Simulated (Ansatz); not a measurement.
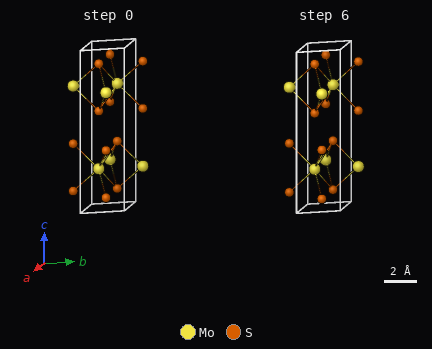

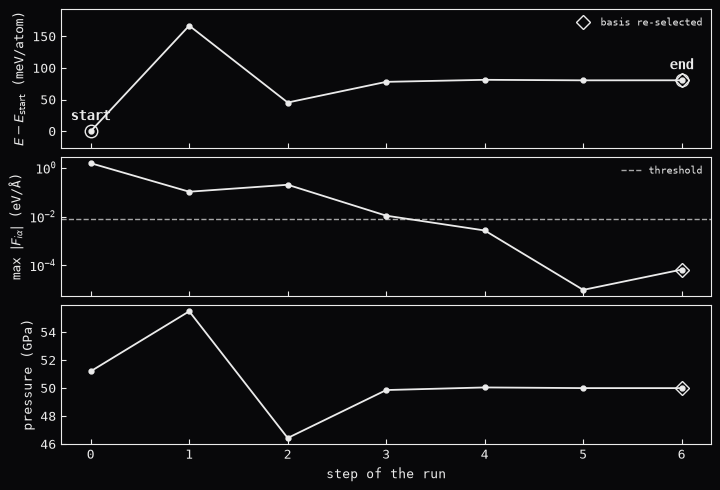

First and last geometry of a relaxation of solid MoS₂ (set up in P6_3/mmc), with the history of the run. The picture is a ball-and-stick view of the cell of the calculation, seen slightly off an axis.

Case: relaxed at 50 GPa.

All numbers below come from Ansatz 0.2.0, DFT PBEsol, scalar-relativistic, plane waves, PAW.

Input
```yaml
crystal:
  lattice:
    - [2.9065457636, 0.0, 0.0]
    - [-1.4532728818, 2.5171424686, 0.0]
    - [0.0, 0.0, 10.5632537617]
  atoms:
    - { symbol: Mo, position: [0.6666666667, 0.3333333333, 0.25] }
    - { symbol: Mo, position: [0.3333333333, 0.6666666667, 0.75] }
    - { symbol: S, position: [0.6666666667, 0.3333333333, 0.604728211] }
    - { symbol: S, position: [0.3333333333, 0.6666666667, 0.395271789] }
    - { symbol: S, position: [0.6666666667, 0.3333333333, 0.895271789] }
    - { symbol: S, position: [0.3333333333, 0.6666666667, 0.104728211] }
basis:
  ecutwfc: 420
kpoints:
  mp_grid: { grid: [12, 12, 4] }
hamiltonian:
  xc: pbesol
scf:
  occupations: { method: gaussian, width: 0.1 }
output:
  forces: true
  stress: true
  eigenvalues: true
relax:
  adjacent_minimum: "off"
  f_tol: 0.008
  max_steps: 50
  cell: { stress_tol: 0.08, p_target: 50.0 }
```

Run as
```bash
ansatz run input.yaml --threads 1 --pin off --max-ram 2560MiB --backend cpu --events-out ev --progress --plain --runs-dir out
```

**Read the history and describe the run.**

It converged. The largest moves relative to the cell, 0.072 Å, are those of S3, S4, S5 and S6. S6 goes along −c. Mo stays in place. Cell: a = b 2.907 → 2.880 Å (−0.9 %), c 10.563 → 10.447 Å (−1.1 %). Volume −2.9 %. Near-neighbour distances that change, for instance: Mo1–S4 2.274 → 2.300 Å, Mo1–Mo1 2.907 → 2.880 Å. Among the angles between lasting bonds that change: S4–Mo1–S6 84.9° → 87.4°. The space group stays P6_3/mmc (No. 194). After 5 accepted moves (6 points after the start) the energy has risen by 80.6 meV per atom. With the target pressure of 50 GPa, the enthalpy E + pV changes by −35.4 meV per atom. Largest force component: 1.6 eV/Å at the start, under 0.0001 eV/Å at the end. Pressure: 51.20 GPa at the start and 50.00 GPa at the end. The SCF was repeated once at an unchanged geometry on a basis and grid sized afresh for the cell, which shifted the energy by 0.1 meV per atom at most.

```tsv
step	E − E(0), meV/atom	largest force component, eV/Å	pressure, GPa	volume, Å³/atom	note
0	0.00	1.5515	51.20	12.880	
1	167.07	0.1052	55.49	12.248	
2	45.41	0.2026	46.43	12.627	
3	78.12	0.0110	49.86	12.517	
4	81.33	0.0027	50.05	12.506	
5	80.52	0.0000	50.00	12.509	
6	80.57	0.0001	50.00	12.509	same geometry, new basis
```
